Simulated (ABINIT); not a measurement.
**Optical-spectrum calculation, with input and output: HgSe (part 2 of 2)**

HgSe (2 atoms in the cell); Kohn-Sham DFT of a periodic cell, PBEsol, PseudoDojo NC SR PBEsol v0.4.1 standard, no spin polarisation (ABINIT 10.8.3); cutoff 1061.24 eV, 6×6×6 k-mesh, fermi-dirac of 0.05 eV. The structure derives from an entry of the Crystallography Open Database.

Geometry of the input (Å; fractional positions):
```
0.0000  3.0390  3.0390
3.0390  0.0000  3.0390
3.0390  3.0390  0.0000
Hg 0.0000  0.0000  0.0000
Se 0.7500  0.7500  0.7500
```

## What the program printed, continued
```
--- !ResultsGS
iteration_state: {dtset: 1, }
comment   : Summary of ground state results
lattice_vectors:
- [  0.0000000,   5.7428777,   5.7428777, ]
- [  5.7428777,   0.0000000,   5.7428777, ]
- [  5.7428777,   5.7428777,   0.0000000, ]
lattice_lengths: [   8.12166,    8.12166,    8.12166, ]
lattice_angles: [ 60.000,  60.000,  60.000, ] # degrees, (23, 13, 12)
lattice_volume:   3.7880761E+02
convergence: {deltae:  1.677E-11, res2:  5.642E-13, residm:  1.976E-05, diffor: null, }
etotal    :  -2.87676453E+02
entropy   :   0.00000000E+00
fermie    :   1.78495307E-01
cartesian_stress_tensor: # hartree/bohr^3
- [ -3.94616117E-05,   0.00000000E+00,   0.00000000E+00, ]
- [  0.00000000E+00,  -3.94616117E-05,   0.00000000E+00, ]
- [  0.00000000E+00,   0.00000000E+00,  -3.94616117E-05, ]
pressure_GPa:   1.1610E+00
xred      :
- [  0.0000E+00,   0.0000E+00,   0.0000E+00, Hg]
- [  7.5000E-01,   7.5000E-01,   7.5000E-01, Se]
cartesian_forces: # hartree/bohr
- [ -4.68866893E-29,  -4.68866893E-29,   1.40660068E-28, ]
- [  4.68866893E-29,   4.68866893E-29,  -1.40660068E-28, ]
force_length_stats: {min:   1.55505556E-28, max:   1.55505556E-28, mean:   1.55505556E-28, }
...

 Integrated electronic density in atomic spheres:
 ------------------------------------------------
 Atom  Sphere_radius  Integrated_density
    1        2.00000         16.53280940
    2        2.00000         13.22409171
================================================================================

 ----iterations are completed or convergence reached----

 Mean square residual over all n,k,spin=   59.183E-09; max=  19.762E-06
 reduced coordinates (array xred) for    2 atoms
       0.000000000000      0.000000000000      0.000000000000
       0.750000000000      0.750000000000      0.750000000000
 rms dE/dt=  7.6160E-28; max dE/dt=  1.0771E-27; dE/dt below (all hartree)
    1      -0.000000000000     -0.000000000000      0.000000000000
    2       0.000000000000      0.000000000000      0.000000000000

 cartesian coordinates (angstrom) at end:
    1      0.00000000000000     0.00000000000000     0.00000000000000
    2      4.55850000013781     4.55850000013781     4.55850000013781

 cartesian forces (hartree/bohr) at end:
    1     -0.00000000000000    -0.00000000000000     0.00000000000000
    2      0.00000000000000     0.00000000000000    -0.00000000000000
 frms,max,avg= 8.9781175E-29 1.4066007E-28   0.000E+00  0.000E+00  0.000E+00 h/b

 cartesian forces (eV/Angstrom) at end:
    1     -0.00000000000000    -0.00000000000000     0.00000000000000
    2      0.00000000000000     0.00000000000000    -0.00000000000000
 frms,max,avg= 4.6167336E-27 7.2330315E-27   0.000E+00  0.000E+00  0.000E+00 e/A
 length scales=  8.121655525720  8.121655525720  8.121655525720 bohr
              =  4.297795016100  4.297795016100  4.297795016100 angstroms
 Fermi (or HOMO) energy (hartree) =   0.17850   Average Vxc (hartree)=  -0.36385
 Eigenvalues (hartree) for nkpt=  28  k points:
 kpt#   1, nband= 22, wtk=  0.02778, kpt= -0.0833 -0.1667  0.0000 (reduced coord)
  -4.04335   -2.14288   -2.14288   -2.14288   -1.57639   -1.57639   -1.57639   -1.57625
  -1.57624   -0.31940   -0.09012   -0.08819   -0.08812   -0.06360   -0.06227    0.09292
   0.15732    0.15888    0.21005    0.34403    0.38931    0.39201
      occupation numbers for kpt#   1
   2.00000    2.00000    2.00000    2.00000    2.00000    2.00000    2.00000    2.00000
   2.00000    2.00000    2.00000    2.00000    2.00000    2.00000    2.00000    2.00000
   1.99998    1.99995    0.00000    0.00000    0.00000    0.00000
 prteigrs : prtvol=0 or 1, do not print more k-points.

--- !EnergyTerms
iteration_state     : {dtset: 1, }
comment             : Components of total free energy in Hartree
kinetic             :  1.26030458000935E+02
hartree             :  8.82584362798491E+01
xc                  : -5.14110517165238E+01
Ewald energy        : -1.53272833208426E+02
psp_core            :  5.67391441270121E+00
local_psp           : -2.56389576445521E+02
non_local_psp       : -4.65657924551806E+01
internal            : -2.87676445132167E+02
'-kT*entropy'       : -8.23069653796426E-06
total_energy        : -2.87676453362863E+02
total_energy_eV     : -7.82807508633082E+03
band_energy         : -3.75723636154985E+01
...

 Cartesian components of stress tensor (hartree/bohr^3)
  sigma(1 1)= -3.94616117E-05  sigma(3 2)=  0.00000000E+00
  sigma(2 2)= -3.94616117E-05  sigma(3 1)=  0.00000000E+00
  sigma(3 3)= -3.94616117E-05  sigma(2 1)=  0.00000000E+00

-Cartesian components of stress tensor (GPa)         [Pressure=  1.1610E+00 GPa]
- sigma(1 1)= -1.16100070E+00  sigma(3 2)=  0.00000000E+00
- sigma(2 2)= -1.16100070E+00  sigma(3 1)=  0.00000000E+00
- sigma(3 3)= -1.16100070E+00  sigma(2 1)=  0.00000000E+00

================================================================================
== DATASET  2 ==================================================================

--- !DatasetInfo
iteration_state: {dtset: 2, }
dimensions: {natom: 2, nkpt: 28, mband: 28, nsppol: 1, nspinor: 1, nspden: 1, mpw: 4427, }
cutoff_energies: {ecut:  39.0, pawecutdg:  -1.0, }
electrons: {nelect:   3.60000000E+01, charge:   0.00000000E+00, occopt:   3.00000000E+00, tsmear:   1.83746611E-03, }
meta: {optdriver: 0, ionmov: 0, optcell: 0, iscf: -3, paral_kgb: 0, }
...

 mkfilename : getden/=0, take file _DEN from output of DATASET   1.

 Real(R)+Recip(G) space primitive vectors, cartesian coordinates (Bohr,Bohr^-1):
 R(1)=  0.0000000  5.7428777  5.7428777  G(1)= -0.0870644  0.0870644  0.0870644
 R(2)=  5.7428777  0.0000000  5.7428777  G(2)=  0.0870644 -0.0870644  0.0870644
 R(3)=  5.7428777  5.7428777  0.0000000  G(3)=  0.0870644  0.0870644 -0.0870644
 Unit cell volume ucvol=  3.7880761E+02 bohr^3
 Angles (23,13,12)=  6.00000000E+01  6.00000000E+01  6.00000000E+01 degrees

 getcut: wavevector=  0.0000  0.0000  0.0000  ngfft=  48  48  48
         ecut(hartree)=     39.000   => boxcut(ratio)=   2.10232
--------------------------------------------------------------------------------

================================================================================

--- !BeginCycle
iteration_state: {dtset: 2, }
solver: {iscf: -3, nstep: 120, nline: 4, wfoptalg: 0, }
tolerances: {tolwfr: 1.00E-12, }
...

     iter   Etot(hartree)      deltaE(h)  residm     vres2
 Non-SCF case, kpt    1 ( -0.08333 -0.16667  0.00000), residuals and eigenvalues=
  9.14E-13  4.35E-13  3.83E-13  4.35E-13  6.51E-13  5.17E-13  4.58E-13  5.03E-13
  2.84E-13  6.04E-13  6.84E-13  4.01E-13  9.82E-13  8.15E-13  3.17E-13  3.08E-13
  8.43E-13  2.04E-13  4.87E-13  5.95E-13  4.29E-13  7.18E-13  3.29E-13  4.99E-13
  5.62E-13  4.18E-13  1.91E-11  2.84E-09
 -4.0433E+00 -2.1429E+00 -2.1429E+00 -2.1429E+00 -1.5764E+00 -1.5764E+00
 -1.5764E+00 -1.5762E+00 -1.5762E+00 -3.1940E-01 -9.0116E-02 -8.8186E-02
 -8.8120E-02 -6.3598E-02 -6.2270E-02  9.2917E-02  1.5732E-01  1.5888E-01
  2.1005E-01  3.4403E-01  3.8931E-01  3.9201E-01  5.1458E-01  5.3870E-01
  5.7425E-01  6.0332E-01  6.4658E-01  6.7114E-01
 prteigrs : prtvol=0 or 1, do not print more k-points.

--- !ResultsGS
iteration_state: {dtset: 2, }
comment   : Summary of ground state results
lattice_vectors:
- [  0.0000000,   5.7428777,   5.7428777, ]
- [  5.7428777,   0.0000000,   5.7428777, ]
- [  5.7428777,   5.7428777,   0.0000000, ]
lattice_lengths: [   8.12166,    8.12166,    8.12166, ]
lattice_angles: [ 60.000,  60.000,  60.000, ] # degrees, (23, 13, 12)
lattice_volume:   3.7880761E+02
convergence: {deltae:  0.000E+00, res2:  0.000E+00, residm:  9.979E-13, diffor:  0.000E+00, }
etotal    :  -2.87676453E+02
entropy   :   0.00000000E+00
fermie    :   1.78495304E-01
cartesian_stress_tensor: null
pressure_GPa: null
xred      :
- [  0.0000E+00,   0.0000E+00,   0.0000E+00, Hg]
- [  7.5000E-01,   7.5000E-01,   7.5000E-01, Se]
cartesian_forces: null
force_length_stats: {min: null, max: null, mean: null, }
...

 Integrated electronic density in atomic spheres:
 ------------------------------------------------
 Atom  Sphere_radius  Integrated_density
    1        2.00000         16.53280939
    2        2.00000         13.22409173
================================================================================

 ----iterations are completed or convergence reached----

 Mean square residual over all n,k,spin=   51.899E-14; max=  99.795E-14
 reduced coordinates (array xred) for    2 atoms
       0.000000000000      0.000000000000      0.000000000000
       0.750000000000      0.750000000000      0.750000000000

 cartesian coordinates (angstrom) at end:
    1      0.00000000000000     0.00000000000000     0.00000000000000
    2      4.55850000013781     4.55850000013781     4.55850000013781
 length scales=  8.121655525720  8.121655525720  8.121655525720 bohr
              =  4.297795016100  4.297795016100  4.297795016100 angstroms
 Eigenvalues (hartree) for nkpt=  28  k points:
 kpt#   1, nband= 28, wtk=  0.02778, kpt= -0.0833 -0.1667  0.0000 (reduced coord)
  -4.04335   -2.14288   -2.14288   -2.14288   -1.57639   -1.57639   -1.57639   -1.57625
  -1.57624   -0.31940   -0.09012   -0.08819   -0.08812   -0.06360   -0.06227    0.09292
   0.15732    0.15888    0.21005    0.34403    0.38931    0.39201    0.51458    0.53870
   0.57425    0.60332    0.64658    0.67114
      occupation numbers for kpt#   1
   2.00000    2.00000    2.00000    2.00000    2.00000    2.00000    2.00000    2.00000
   2.00000    2.00000    2.00000    2.00000    2.00000    2.00000    2.00000    2.00000
   1.99998    1.99995    0.00000    0.00000    0.00000    0.00000    0.00000    0.00000
   0.00000    0.00000    0.00000    0.00000
 prteigrs : prtvol=0 or 1, do not print more k-points.

--- !EnergyTerms
iteration_state     : {dtset: 2, }
comment             : Components of total free energy in Hartree
kinetic             :  1.26030458940051E+02
hartree             :  8.82584362798491E+01
xc                  : -5.14110517165238E+01
Ewald energy        : -1.53272833208426E+02
psp_core            :  5.67391441270121E+00
local_psp           : -2.56389576445521E+02
non_local_psp       : -4.65657929821954E+01
internal            : -2.87676444720065E+02
'-kT*entropy'       : -8.23069615901418E-06
total_energy        : -2.87676452950761E+02
...

--- !EnergyTermsDC
iteration_state     : {dtset: 2, }
comment             : '"Double-counting" decomposition of free energy'
band_energy         : -3.75723636349191E+01
Ewald energy        : -1.53272833208426E+02
psp_core            :  5.67391441270121E+00
xc_dc               : -1.02505162701533E+02
internal            : -2.87676445132177E+02
'-kT*entropy'       : -8.23069615901418E-06
total_energy_dc     : -2.87676453362873E+02
...

================================================================================
== DATASET  3 ==================================================================

--- !DatasetInfo
iteration_state: {dtset: 3, }
dimensions: {natom: 2, nkpt: 28, mband: 24, nsppol: 1, nspinor: 1, nspden: 1, mpw: 4427, }
cutoff_energies: {ecut:  39.0, pawecutdg:  -1.0, }
electrons: {nelect:   3.60000000E+01, charge:   0.00000000E+00, occopt:   3.00000000E+00, tsmear:   1.83746611E-03, }
meta: {optdriver: 8, wfk_task: 7, }
...

 mkfilename : getwfk/=0, take file _WFK from output of DATASET   2.

--------------------------------------------------------------------------------

 Computation of velocity matrix elements (DDK)

 Parameters extracted from the Abinit header:
    ecut:     39.0
    nkpt:    864
    mband:   28
    nsppol:  1
    nspinor: 1
    useylm:  0
    inclvkb: 2
    bmin: 1, bmax: 28
    Computing diagonal and off-diagonal matrix elements
    Between band index bmin: 1, bmax: 28

== END DATASET(S) ==============================================================
================================================================================

 -outvars: echo values of variables after computation  --------
            acell      8.1216555257E+00  8.1216555257E+00  8.1216555257E+00 Bohr
           etotal1    -2.8767645336E+02
           etotal2    -2.8767645336E+02
           etotal3     0.0000000000E+00
            fcart1    -4.6886689310E-29 -4.6886689310E-29  1.4066006793E-28
                       4.6886689310E-29  4.6886689310E-29 -1.4066006793E-28
            fcart3     0.0000000000E+00  0.0000000000E+00  0.0000000000E+00
                       0.0000000000E+00  0.0000000000E+00  0.0000000000E+00
            rprim      0.0000000000E+00  7.0710678120E-01  7.0710678120E-01
                       7.0710678120E-01  0.0000000000E+00  7.0710678120E-01
                       7.0710678120E-01  7.0710678120E-01  0.0000000000E+00
           strten1    -3.9461611707E-05 -3.9461611707E-05 -3.9461611707E-05
                       0.0000000000E+00  0.0000000000E+00  0.0000000000E+00
           strten3     0.0000000000E+00  0.0000000000E+00  0.0000000000E+00
                       0.0000000000E+00  0.0000000000E+00  0.0000000000E+00
           xangst      0.0000000000E+00  0.0000000000E+00  0.0000000000E+00
                       4.5585000001E+00  4.5585000001E+00  4.5585000001E+00
             xred      0.0000000000E+00  0.0000000000E+00  0.0000000000E+00
                       7.5000000000E-01  7.5000000000E-01  7.5000000000E-01
 Calculation completed.
```

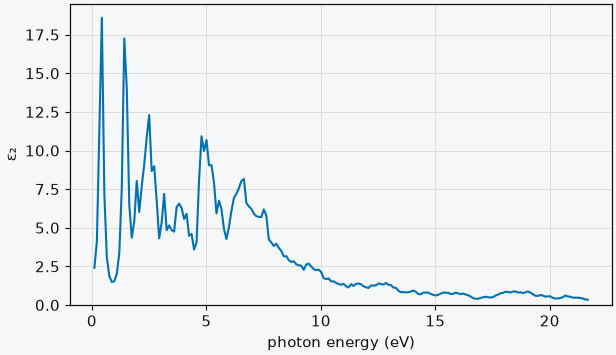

Imaginary part of the dielectric function (first component that the program prints). The highest peak, 18.6, lies at 0.43 eV.

## Summary

- outcome: converged
- space group (tolerance 0.01 Å): F-43m (216)
- electrons treated: 36
- free energy: −7828.0751 eV
- Fermi energy: 4.857 eV
- gap on the k-point mesh: 0.41 eV
- pressure: 1.16 GPa
- largest force (length of the vector): under 0.001 eV/Å
- wall time: 6.2 min
- peak memory: 1.8 GiB

## Remarks

Points of doubt noted for this run: no intraband term. Spin–orbit coupling is left out, which matters for Hg.
